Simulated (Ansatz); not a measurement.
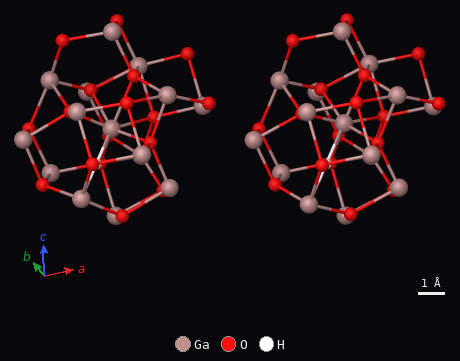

Two geometries of a defect cell of composition Ga16HO24 (cell charge −1), drawn at one scale. One is the start of a relaxation, the other its converged end. Style: ball-and-stick. Shown: the atoms within 4.2 Å of the atom that moves most (axes of the cell of the calculation (origin shifted)), from a free direction.

Method: DFT PBE, scalar-relativistic, plane waves, PAW (Ansatz 0.2.0). (plane-wave cutoff 420 eV; k-point mesh 2 × 2 × 2; occupations gaussian; smearing width 0.01 eV; mesh shifted by (0.5, 0.5, 0.5); no spin polarisation; atoms relaxed in a fixed cell; force threshold 0.025 eV/Å; at most 45 steps)

Which geometry has the lower energy?

The left one is the relaxed one. Case: H interstitial, charge -1, atoms relaxed at the host's cell. After 5 geometry steps the energy has fallen by 0.859 eV per cell of the calculation. The largest force component goes from 1.5 to 0.013 eV/Å. The largest moves, 0.27 Å, are those of Ga atoms. By element the largest moves are Ga 0.27 Å, O 0.10 Å. H stays in place. The cell stays as it was. Among the contacts that change: Ga–H 1.968 → 1.703 Å, Ga–O 2.096 → 2.259 Å, Ga–O 2.078 → 2.032 Å, Ga–O 2.103 → 2.060 Å. Bond angles that change, for instance: O–Ga–O 160.4° → 147.4°, O–Ga–O 104.8° → 113.6°, Ga–O–Ga 129.4° → 121.6°.

Limits of the set-up: the periodic images lie only 7.4 Å apart, so the values are limited by the cell's size; the cell is charged, on a uniform background, and energies carry no finite-size correction.
